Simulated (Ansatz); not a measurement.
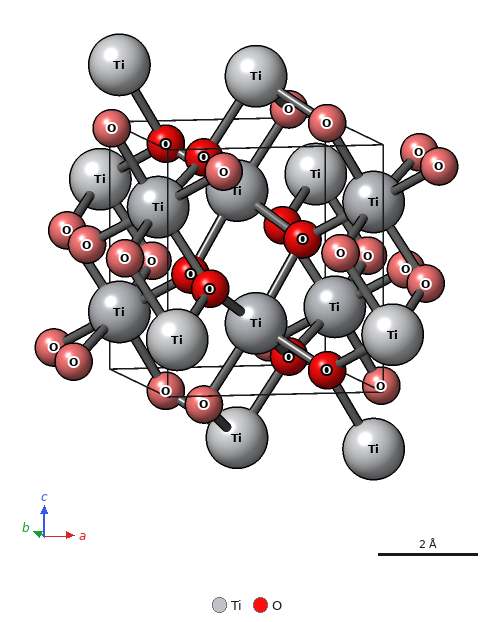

Fig. 1: The input geometry (ball-and-stick view of the cell of the calculation, seen slightly off an axis; neighbours outside the cell are drawn fainter). An atom can appear more than once, as a periodic image.

# Single-point calculation of TiO₂

TiO₂ (12 atoms in the cell), computed with DFT r2SCAN+U, scalar-relativistic, plane waves, PAW, Ueff = 4 eV on Ti d, no spin polarisation (Ansatz 0.2.0).

The structure derives from a Materials Project entry. It belongs to a series of runs on one base structure; here: band edges sought over the zone.

## The program's output
```
Ti: projections on atomic orbitals take those of the free atom [Ne] 3s2 3p6 3d2 4s2, of charge +0.00 (hamiltonian.pseudopotentials.projection_atoms); the dataset's partial waves leave at most 4.1e-7 of an orbital's norm unspanned inside its sphere
O: projections on atomic orbitals take those of the free atom [He] 2s2 2p4, of charge +0.00 (hamiltonian.pseudopotentials.projection_atoms); the dataset's partial waves leave at most 1.9e-8 of an orbital's norm unspanned inside its sphere
Engine: ansatz 0.2.0, aarch64-unknown-linux-gnu
Pseudopotentials: kind: paw
Pseudopotential: Ti, paw, valence charge 12, recommended cutoff 500 eV (meta_gga), Ti.paw.azcp
Pseudopotential: O, paw, valence charge 6, recommended cutoff 500 eV (meta_gga), O.paw.azcp
Functional definition: r2SCAN
  parameter k0 = 0.174
  parameter k1 = 0.065
  parameter a1 = 4.9479
  exchange = r2scan_x(k0 = k0, k1 = k1, a1 = a1)
  correlation = r2scan_c
Crystal: 12 atoms, lattice volume = 121.225 Å³
Basis set: ecut = 500 eV, 3065 PW (Γ), exchange–correlation on 144×160×160 points (64 copies of the dense FFT grid, shifted against one another)
Bands: 60, of which v1, the nominal top of the filled ones, is band 48 counted from 1 (47 counted from 0)
Symmetry: 8 space group operations
Space group: Pbcn (ITA 60), of the structure as read, at distance tolerance 4.9e-5 Å
k-points: 48 of 144
Non-local potential: Ti, projectors of the file, l = 0: 3, l = 1: 2, l = 2: 3, l = 3: 1
Non-local potential: O, projectors of the file, l = 0: 2, l = 1: 2, l = 2: 1
PAW form: soft (Blöchl's): semilocal exchange-correlation on the pseudo side does not see the compensation charge
PAW frozen core: Ti, regenerated for the run's functional (the file was generated under x = pbe(κ = 0.804, μ = 0.2195149727645171), c = pbe(β = 0.06672455060314922))
PAW frozen core: O, regenerated for the run's functional (the file was generated under x = pbe(κ = 0.804, μ = 0.2195149727645171), c = pbe(β = 0.06672455060314922))
PAW one-centre angular grid: Ti, 590 points (default); XC on 160 Gauss nodes
PAW one-centre angular grid: O, 302 points (default); XC on 160 Gauss nodes
Initial density: read from a saved state, or passed on in memory by an earlier SCF of this step, an earlier step, the calling program or the single point that the run made first
Stability of the state it starts from, as read at its close in the unpolarized treatment: not read negative (Ritz values of 1 − χ₀K, real part plus size of imaginary part, from 0.99 to 1.0, by its mixing steps under the symmetry group of the SCF that read it)
Initial wavefunctions: pseudopotential atomic-orbital guess
Functional: x = r2scan, c = r2scan; τ floored in thin density (d = 2e-4 eV/Å³)
iter 1 solved again at ethr=1.08e-8 eV; its pass at ethr=3.10e-3 eV (dr2=1.04e-5 eV) is discarded
SCF iter   1: F=—  HF=-14572.237091 eV  |F-HF|=—  |Δ(HF+E_count)|=         —  Δρ=3.17e-7  dr2=1.37e-10  dr2_τ=1.59e-11  ethr=1.08e-8  ⟨swp⟩=4.0  Hψ=19735  notcnv=0
eigensolver tolerance schedule: the retry pair's looser diagonalisation over-reported the residual by 75984.51 of it (diagonalisation noise at 0.36 of the residual, at the tolerance the schedule requests for it); recorded, not acted on — ethr = c·dr2/N_el stays at c = 1.0e-1
preconditioner: auto → Resta (q_TF=auto, 2.624 Å⁻¹)  ε∞=7.5  [insulator: Δε(μ)=3.387 eV  Ē_g=10.604 eV  σ=0.020 eV  W_gap=1.00  n_scr=30 (ndim 8)  ℏωp=27.0 eV  f_vac=0.015  D(μ)=0.00/eV (n_scr^D=0)  ε∞_Penn≈7.5]
SCF iter   2: F=-14572.237091 eV  HF=-14572.237091 eV  |F-HF|=1.29e-10  |Δ(HF+E_count)|=   8.75e-9  Δρ=3.62e-7  dr2=1.58e-10  dr2_τ=3.13e-11  ethr=1.00e-12  ⟨swp⟩=6.3  Hψ=9206  notcnv=0
SCF 1 converged in 2 iterations: F = -14572.237091 eV  dr2 = 1.58e-10
  greatest PAW one-centre occupation: 1.000 electrons in one spin orbital (limit 2), on the Ti atom at site 3 (counted from 0), in its partial waves of l = 0
NSCF: frozen V_eff on 64 k-points
NSCF: frozen V_eff on 64 k-points
NSCF: frozen V_eff on 64 k-points
NSCF: frozen V_eff on 64 k-points
NSCF: frozen V_eff on 56 k-points
NSCF: frozen V_eff on 17 k-points
NSCF: frozen V_eff on 48 k-points
NSCF: frozen V_eff on 18 k-points
NSCF: frozen V_eff on 18 k-points
NSCF: frozen V_eff on 11 k-points
NSCF: frozen V_eff on 3 k-points
NSCF: frozen V_eff on 3 k-points
SCF converged after 2 iterations
Free energy (F): -14572.237091 eV
Harris-Foulkes:  -14572.237091 eV  (|F-HF|=1.29e-10)
Internal energy: -14572.237091 eV  (E = F + TS)
E sigma→0 (E₀):  -14572.237091 eV
Fermi energy:    11.025109 eV
--- Per-component energies (eV) ---
  E_band       = -833.117441
  E_kinetic    = 2507.162936
  E_local      = -5895.095983  (includes V_loc(G=0)·N_el)
  E_nonlocal   = 378.761853
  E_hartree    = 2229.214065
  E_xc         = -968.718550
  E_vxc        = -1389.969660  (∫ρ·V_xc dr)
  E_hubbard    = 12.377346  (on-site DFT+U / exact-exchange correction)
  E_vhub       = 8.712589  (the Hubbard potential's part of the band-sum identity)
  E_paw        = -5492.729987  (= ΣΔE_a)
  E_vpaw       = -992.080435  (= ΣTr[D̂ρ^β])
  E_aug_tail   = 0.009110  (compensation charges beyond the density's cutoff)
  E_vtau       = 90.953822  (kinetic-family band-sum trace: ∫τ·v_τ [+ j·A + Jᵃ·Aᵃ] dr)
  E_ewald      = -7341.948524
  E_core_change = -1.269356  (= ΣΔE_core)
  E_smearing   = -0.000000  (= −TS)
  E_closure    = -0.000000  (closes the sum)
  Σ components = -14572.237091   (vs F -14572.237091, Δ=0.00e0)
--- Forces (eV/Å), atoms counted from 1 ---
  atom   1  Ti    -0.00000000    -0.00014815    -0.00000000
  atom   2  Ti     0.00000000     0.00014815     0.00000000
  atom   3  Ti     0.00000000     0.00014815     0.00000000
  atom   4  Ti    -0.00000000    -0.00014815    -0.00000000
  atom   5  O      0.00034915    -0.00021238    -0.00027114
  atom   6  O      0.00034915     0.00021238     0.00027114
  atom   7  O     -0.00034915     0.00021238    -0.00027114
  atom   8  O     -0.00034915    -0.00021238     0.00027114
  atom   9  O      0.00034915     0.00021238    -0.00027114
  atom  10  O      0.00034915    -0.00021238     0.00027114
  atom  11  O     -0.00034915    -0.00021238    -0.00027114
  atom  12  O     -0.00034915     0.00021238     0.00027114
  max |Σ_I F_I| component: 1.30e-18 eV/Å
--- Stress (GPa, compression-positive) ---
        7.830617       0.000000      -0.000000
        0.000000       9.184661       0.000000
       -0.000000       0.000000      -0.012013
  P = ⅓ Tr σ = 5.6678 GPa (56.678 kbar)
--- Band table (eV; the first three rows and the last of 48) ---
  k-point 0: bands = ["-50.4907", "-50.4682", "-50.4548", "-50.4523", "-25.8090", "-25.7340", "-25.6966", "-25.6596", "-25.6481", "-25.5972", "-25.5879", "-25.5511", "-25.5413", "-25.5266", "-25.5096", "-25.4896", "-9.8020", "-8.4432", "-8.2717", "-8.1344", "-8.0324", "-8.0308", "-8.0302", "-7.7622", "4.0777", "4.3401", "4.6038", "4.7891", "5.0106", "5.2063", "5.2213", "5.6958", "5.8933", "5.9256", "6.4852", "6.5107", "6.8310", "6.9548", "6.9846", "7.3411", "7.4294", "7.5815", "8.3871", "8.6547", "8.7579", "8.9623", "9.2089", "9.3317", "12.7220", "12.7574", "12.8480", "12.9468", "12.9544", "13.2274", "13.3605", "13.4049", "13.9473", "14.0833", "14.1819", "14.4426"]
  k-point 1: bands = ["-50.4884", "-50.4671", "-50.4555", "-50.4549", "-25.7909", "-25.7483", "-25.7096", "-25.6861", "-25.5997", "-25.5990", "-25.5728", "-25.5515", "-25.5484", "-25.5290", "-25.5124", "-25.5045", "-9.7076", "-8.4846", "-8.3128", "-8.2225", "-8.0739", "-7.9765", "-7.9493", "-7.7918", "4.1543", "4.5677", "4.6224", "4.6618", "4.8198", "5.1185", "5.3910", "5.5458", "5.8996", "5.9774", "6.3816", "6.7144", "6.9449", "6.9663", "6.9902", "7.1472", "7.4623", "7.9160", "8.2869", "8.3022", "8.8377", "8.8438", "9.1279", "9.2761", "12.8118", "12.8433", "12.8837", "12.9568", "12.9977", "13.2188", "13.3251", "13.5171", "13.9895", "14.1244", "14.1584", "14.4465"]
  k-point 2: bands = ["-50.4817", "-50.4642", "-50.4621", "-50.4576", "-25.7694", "-25.7525", "-25.7417", "-25.6583", "-25.6189", "-25.5795", "-25.5587", "-25.5491", "-25.5408", "-25.5347", "-25.5318", "-25.5200", "-9.4447", "-8.7034", "-8.3643", "-8.3200", "-8.0754", "-7.8930", "-7.8738", "-7.8688", "4.2641", "4.3356", "4.6682", "4.8851", "4.9422", "5.2184", "5.3879", "5.5411", "5.7607", "6.1138", "6.2925", "6.4862", "6.9642", "7.0204", "7.1882", "7.2920", "7.3507", "7.5250", "8.2860", "8.4146", "8.6324", "8.9485", "8.9687", "9.1087", "12.7779", "12.8008", "12.9357", "13.0564", "13.2960", "13.3260", "13.4519", "13.7105", "13.9712", "13.9895", "14.1817", "14.3418"]
  k-point 47: bands = ["-50.4639", "-50.4639", "-50.4639", "-50.4639", "-25.7572", "-25.7572", "-25.7572", "-25.7572", "-25.5487", "-25.5487", "-25.5487", "-25.5487", "-25.5355", "-25.5355", "-25.5355", "-25.5355", "-8.6204", "-8.6204", "-8.6204", "-8.6204", "-8.0290", "-8.0290", "-8.0290", "-8.0290", "4.4966", "4.4966", "4.4966", "4.4966", "5.2524", "5.2524", "5.2524", "5.2524", "6.3006", "6.3006", "6.3006", "6.3006", "7.3922", "7.3922", "7.3922", "7.3922", "7.9540", "7.9540", "7.9540", "7.9540", "8.4479", "8.4479", "8.4479", "8.4479", "12.9625", "12.9625", "12.9625", "12.9625", "13.4018", "13.4018", "13.4018", "13.4018", "13.8644", "13.8644", "13.8644", "13.8644"]
Occupation matrices written to [file]
```

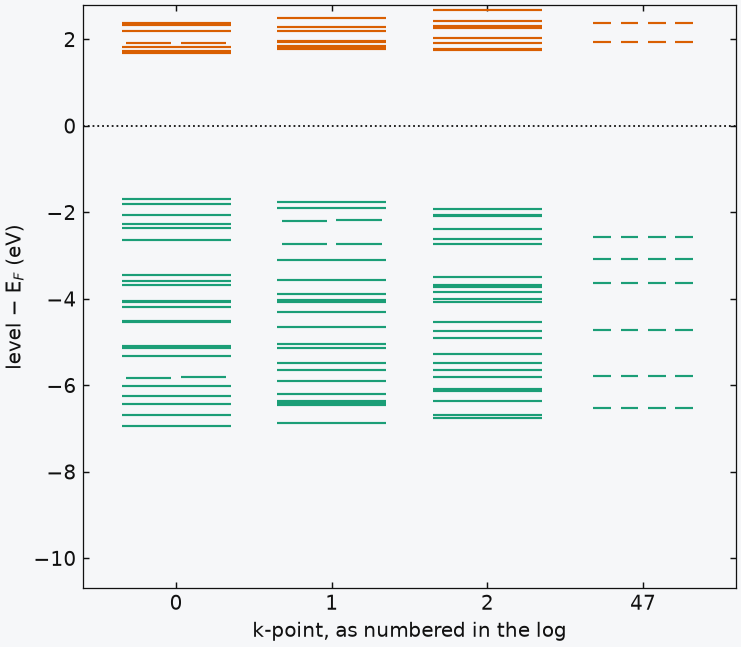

Fig. 2: Kohn–Sham levels near the Fermi level (dotted) at the few k-points that the log prints; levels within 0.02 eV of each other stand side by side. Among these points the highest filled and lowest empty levels are 3.39 eV apart, which is the gap on the mesh.

This output came from the following input.

## The input
```yaml
crystal:
  lattice:
    - [4.4652406902, 0.0, 0.0]
    - [0.0, 5.3989995671, 0.0]
    - [0.0, 0.0, 5.0284653651]
  atoms:
    - { symbol: Ti, position: [0.5, 0.6646478434, 0.75] }
    - { symbol: Ti, position: [0.0, 0.8353521566, 0.25] }
    - { symbol: Ti, position: [0.5, 0.3353521566, 0.25] }
    - { symbol: Ti, position: [0.0, 0.1646478434, 0.75] }
    - { symbol: O, position: [0.728782224, 0.6161637933, 0.079238744] }
    - { symbol: O, position: [0.228782224, 0.8838362067, 0.920761256] }
    - { symbol: O, position: [0.771217776, 0.8838362067, 0.579238744] }
    - { symbol: O, position: [0.271217776, 0.6161637933, 0.420761256] }
    - { symbol: O, position: [0.728782224, 0.3838362067, 0.579238744] }
    - { symbol: O, position: [0.228782224, 0.1161637933, 0.420761256] }
    - { symbol: O, position: [0.771217776, 0.1161637933, 0.079238744] }
    - { symbol: O, position: [0.271217776, 0.3838362067, 0.920761256] }
basis:
  ecutwfc: 500
kpoints:
  mp_grid: { grid: [6, 4, 6] }
  band_path: { path: [VBM, CBM], npoints: 2 }
hamiltonian:
  xc: r2scan
  hubbard: { sites: [{ species: Ti, l: d, u_eff: 4.0 }] }
scf:
  occupations: { method: gaussian, width: 0.02 }
output:
  forces: true
  stress: true
  eigenvalues: true
checkpoint:
  read: start.run
  write: ck
  compress: false
  write_wavefunctions: false
  write_every: 100000
```

Run as:
```bash
ansatz run input.yaml --threads 2 --pin off --max-ram 5120MiB --backend cpu --events-out ev --progress --plain --runs-dir out
```

## Key numbers

- outcome: converged
- space group (tolerance 0.01 Å): Pbcn (60)
- electrons treated: 96
- free energy: −14572.2371 eV
- Fermi energy: 11.025 eV
- gap on the k-point mesh: 3.39 eV
- gap on the band path: 3.37 eV
- pressure: 5.67 GPa
- largest force (length of the vector): under 0.001 eV/Å
- hardware: 2 threads of Arm Neoverse V1, 24 GiB of memory available, shared host
- wall time: 1.7 min (CPU time 3.5 min)
- peak memory: 1.1 GiB
